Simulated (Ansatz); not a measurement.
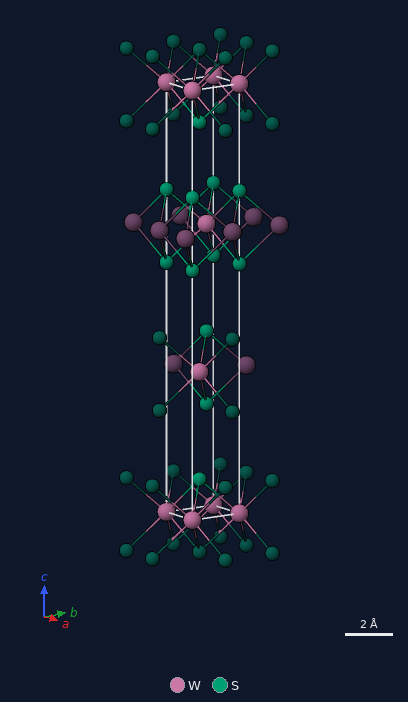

Figure 1. The input geometry (ball-and-stick view of the cell 3 times as large as that of the calculation, set on its symmetry axes, seen slightly off an axis; neighbours outside the cell are drawn fainter). An atom can appear more than once, as a periodic image. Near neighbours in the periodic cell (some may lie outside the picture): W has 6 S at 2.39 to 2.42 Å; S has 3 W at 2.39 to 2.42 Å.

## Single-point calculation, with input and output: WS$_{2}$

System: WS$_{2}$ (R3m, 3 atoms in the cell).
Method: DFT PBE+D3(BJ), scalar-relativistic, plane waves, PAW, no spin polarisation (Ansatz 0.2.0).

The structure derives from an entry of the Crystallography Open Database. Figures and captions count atoms from 1; the log counts them from 0 in places.

## Input
```yaml
crystal:
  lattice:
    - [1.5790003843, 0.9116362969, 6.16333]
    - [-1.5790003843, 0.9116362969, 6.16333]
    - [0.0, -1.8232725938, 6.16333]
  atoms:
    - { symbol: W, position: [0.0, 0.0, 0.0] }
    - { symbol: S, position: [0.7503, 0.7503, 0.7503] }
    - { symbol: S, position: [0.581, 0.581, 0.581] }
basis:
  ecutwfc: 420
kpoints:
  mp_grid: { grid: [6, 6, 6] }
hamiltonian:
  xc: pbe
  dispersion: d3bj
scf:
  occupations: { method: gaussian, width: 0.1 }
output:
  forces: true
  stress: true
  eigenvalues: true
```

Run as:
```bash
ansatz run input.yaml --threads 8 --pin off --max-ram 20480MiB --backend cpu --events-out ev --progress --plain --runs-dir out
```

## The program's output
```
basis.fft_grid_basis auto: the FFT boxes are laid along the combinations [[1, 0, -1], [0, 1, -1], [0, 0, 1]] of the cell's own vectors, 3.158, 3.158 and 6.427 Å long. The dense box has 24×24×45 points. Along the cell's own vectors, as sized, it would have 45×45×45, 3.52 times as many. Of the 6 symmetry operations that the crystal satisfies within crystal.symmetry.tolerance (time reversal apart; of a slab, those that keep its plane) the dense box along the cell's own vectors carries 6, and the one as laid loses 4 of those. basis.fft_grid_basis: typed keeps the cell's own vectors: state it where this run's energies or levels are differenced outside the engine with another run's, or held beside a run that keeps those vectors.
Engine: ansatz 0.2.0, aarch64-unknown-linux-gnu
Pseudopotentials: kind: paw
Pseudopotential: W, paw, valence charge 14, recommended cutoff 420 eV (normal), W.paw.azcp
Pseudopotential: S, paw, valence charge 6, recommended cutoff 420 eV (normal), S.paw.azcp
Functional definition: PBE
  parameter kappa = 0.804
  parameter beta = 0.06672455060314922
  exchange = pbe_x(kappa = kappa, mu = beta*pi^2/3)
  correlation = pbe_c(beta = beta)
Crystal: 3 atoms, lattice volume = 53.232 Å³
Basis set: ecut = 420 eV, 1011 PW (Γ), FFT grids on a1−a3, a2−a3, a3, exchange–correlation on 48×48×90 points (8 copies of the dense FFT grid, shifted against one another)
Bands: 17, of which v1, the nominal top of the filled ones, is band 13 counted from 1 (12 counted from 0)
Symmetry: 6 space group operations
Space group: R3m (ITA 160), of the structure as read, at distance tolerance 3.8e-5 Å
k-points: 32 of 216 (time reversal used)
Non-local potential: W, projectors of the file, l = 0: 3, l = 1: 2, l = 2: 2, l = 3: 1
Non-local potential: S, projectors of the file, l = 0: 2, l = 1: 2, l = 2: 2
PAW form: soft (Blöchl's): semilocal exchange-correlation on the pseudo side does not see the compensation charge
PAW one-centre angular grid: W, 590 points (default); XC on 64 Gauss nodes
PAW one-centre angular grid: S, 110 points (default); XC on 64 Gauss nodes
Initial density: superposition of atomic densities (neutral atoms: chi_scale 0, normalization atom), corrected by the library's trained network
Initial wavefunctions: pseudopotential atomic-orbital guess
Functional: x = pbe(κ = 0.804, μ = 0.2195149727645171), c = pbe(β = 0.06672455060314922)
SCF iter   1: F=—  HF=-12192.641279 eV  |F-HF|=—  |Δ(HF+E_count)|=         —  Δρ=5.26e-3  dr2=7.44e-3  ethr=1.77e-3  ⟨swp⟩=5.7  Hψ=3043  notcnv=0
preconditioner: auto → none  [insulator: Δε(μ)=1.017 eV  Ē_g=8.847 eV  σ=0.100 eV  W_gap=1.00  n_scr=16 (ndim 8)  ℏωp=21.6 eV  f_vac=0.015  D(μ)=0.00/eV (n_scr^D=0)  ε∞_Penn≈7.0]
SCF iter   2: F=—  HF=-12192.645403 eV  |F-HF|=—  |Δ(HF+E_count)|=   4.12e-3  Δρ=3.44e-3  dr2=1.07e-2  ethr=2.86e-5  ⟨swp⟩=2.0  Hψ=1003  notcnv=0
SCF iter   3: F=—  HF=-12192.645275 eV  |F-HF|=—  |Δ(HF+E_count)|=   1.28e-4  Δρ=2.26e-3  dr2=3.85e-3  ethr=2.86e-5  ⟨swp⟩=2.1  Hψ=764  notcnv=0
SCF iter   4: F=—  HF=-12192.645681 eV  |F-HF|=—  |Δ(HF+E_count)|=   4.06e-4  Δρ=1.03e-3  dr2=4.52e-4  ethr=1.48e-5  ⟨swp⟩=2.2  Hψ=697  notcnv=0
SCF iter   5: F=—  HF=-12192.645884 eV  |F-HF|=—  |Δ(HF+E_count)|=   2.03e-4  Δρ=3.23e-4  dr2=5.64e-5  ethr=1.74e-6  ⟨swp⟩=2.2  Hψ=747  notcnv=0
SCF iter   6: F=—  HF=-12192.645867 eV  |F-HF|=—  |Δ(HF+E_count)|=   1.64e-5  Δρ=8.54e-5  dr2=2.17e-6  ethr=2.17e-7  ⟨swp⟩=2.1  Hψ=770  notcnv=0
SCF iter   7: F=—  HF=-12192.645870 eV  |F-HF|=—  |Δ(HF+E_count)|=   2.48e-6  Δρ=1.96e-5  dr2=4.00e-7  ethr=8.36e-9  ⟨swp⟩=2.0  Hψ=835  notcnv=0
SCF iter   8: F=-12192.645870 eV  HF=-12192.645870 eV  |F-HF|=7.00e-10  |Δ(HF+E_count)|=   9.49e-8  Δρ=4.96e-6  dr2=2.20e-8  ethr=3.85e-10  ⟨swp⟩=6.0  Hψ=2546  notcnv=0
SCF 1 converged in 8 iterations: F = -12192.645870 eV  dr2 = 2.20e-8
  greatest PAW one-centre occupation: 1.000 electrons in one spin orbital (limit 2), on the W atom at site 0 (counted from 0), in its partial waves of l = 0
```

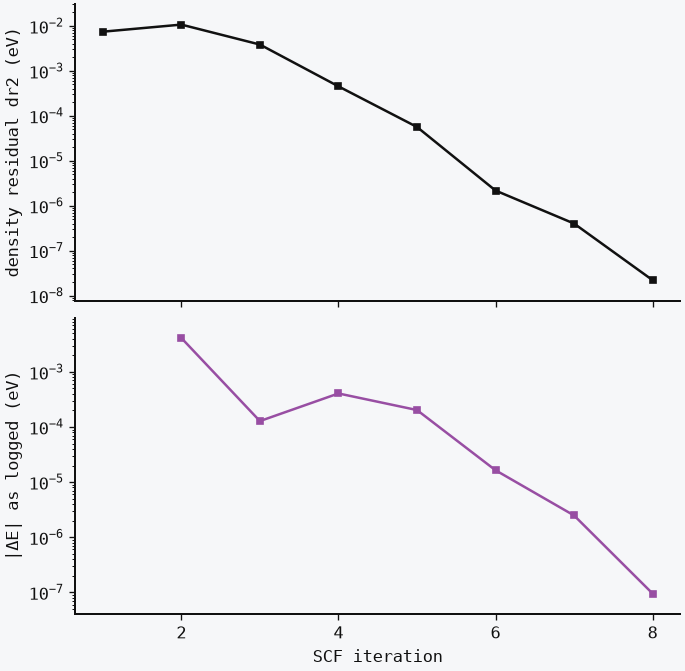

Figure 2. Convergence of the self-consistent field: density residual dr2 and size of the energy change against the SCF iteration. The residual falls almost steadily, with no more than small rises.

```
SCF converged after 8 iterations
Free energy (F): -12192.645870 eV
Harris-Foulkes:  -12192.645870 eV  (|F-HF|=7.00e-10)
Internal energy: -12192.645870 eV  (E = F + TS)
E sigma→0 (E₀):  -12192.645870 eV
Fermi energy:    12.260060 eV
--- Per-component energies (eV) ---
  E_band       = -186.611789
  E_kinetic    = 667.581013
  E_local      = -1756.925204  (includes V_loc(G=0)·N_el)
  E_nonlocal   = 57.430195
  E_hartree    = 698.103869
  E_xc         = -462.675335
  E_vxc        = -415.735784  (∫ρ·V_xc dr)
  E_paw        = -9763.199312  (= ΣΔE_a)
  E_vpaw       = -135.164294  (= ΣTr[D̂ρ^β])
  E_aug_tail   = -0.000062  (compensation charges beyond the density's cutoff)
  E_ewald      = -1631.680002
  E_disp       = -1.281031  (pairwise vdW)
  E_smearing   = -0.000000  (= −TS)
  E_closure    = 0.000000  (closes the sum)
  Σ components = -12192.645870   (vs F -12192.645870, Δ=0.00e0)
--- Forces (eV/Å), atoms counted from 1 ---
  atom   1  W     -0.00000000    -0.00000000    -0.60763683
  atom   2  S      0.00000000     0.00000000     0.52156677
  atom   3  S     -0.00000000    -0.00000000     0.08606774
  max |Σ_I F_I| component: 2.32e-6 eV/Å
--- Stress (GPa, compression-positive) ---
        0.406555       0.000000       0.000000
        0.000000       0.406555      -0.000000
        0.000000      -0.000000       0.845051
  P = ⅓ Tr σ = 0.5527 GPa (5.527 kbar)
--- Band table (eV; the first three rows and the last of 32) ---
  k-point 0: bands = ["-62.8166", "-27.1231", "-26.9404", "-26.9404", "-3.9240", "-1.9303", "4.0931", "8.2075", "8.2075", "9.4557", "9.4557", "10.1760", "10.5538", "13.9418", "13.9418", "14.2863", "14.2863"]
  k-point 1: bands = ["-62.8119", "-27.1062", "-27.0332", "-26.9620", "-3.4630", "-1.7986", "4.6404", "7.2058", "8.2092", "8.6212", "8.8606", "10.1807", "10.5359", "13.2797", "13.9282", "14.1479", "14.6806"]
  k-point 2: bands = ["-62.8024", "-27.2145", "-27.0721", "-27.0048", "-2.3693", "-1.4922", "5.0522", "6.2428", "6.7118", "7.9337", "9.4211", "9.5452", "9.8344", "13.4616", "13.7826", "15.0818", "15.4470"]
  k-point 31: bands = ["-62.8166", "-27.1232", "-26.9404", "-26.9404", "-3.7015", "-2.3563", "5.1234", "7.9086", "8.1918", "8.1918", "9.4884", "9.4884", "11.7602", "14.0526", "14.0526", "14.1304", "14.1304"]
```

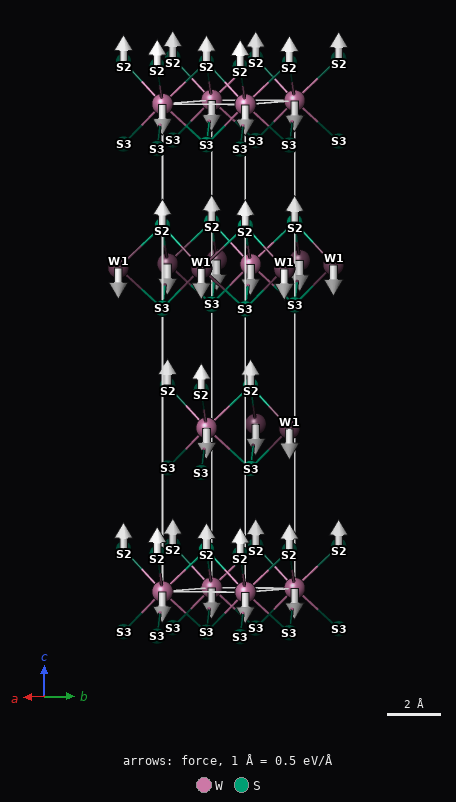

Figure 3. Forces on the atoms as white arrows (ball-and-stick view of the cell 3 times as large as that of the calculation, set on its symmetry axes, seen at an oblique angle; neighbours outside the cell are drawn fainter; atoms are numbered from 1 in the order of the input). The largest act on W1 (0.61 eV/Å); S2 (0.52 eV/Å). The geometry is not a stationary point of this energy.

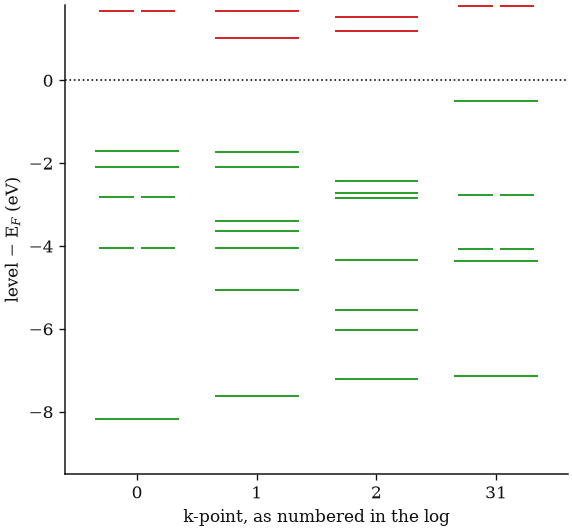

Figure 4. Kohn–Sham levels near the Fermi level (dotted) at the few k-points that the log prints; levels within 0.02 eV of each other stand side by side. Among these points the highest filled and lowest empty levels are 1.52 eV apart; the gap on the full mesh, 1.02 eV, has an edge at a point that isn't printed.

## Key numbers

- outcome: converged
- space group (tolerance 0.01 Å): R3m (160)
- electrons treated: 26
- free energy: −12192.6459 eV
- Fermi energy: 12.260 eV
- gap on the k-point mesh: 1.02 eV
- pressure: 0.55 GPa
- largest force (length of the vector): 0.608 eV/Å
- hardware: 8 threads of Arm Neoverse V1, 24 GiB of memory available, shared host
- wall time: 0.66 s (CPU time 3.6 s)
- peak memory: 0.38 GiB

## Notes

Spin–orbit coupling is left out, which matters for W.
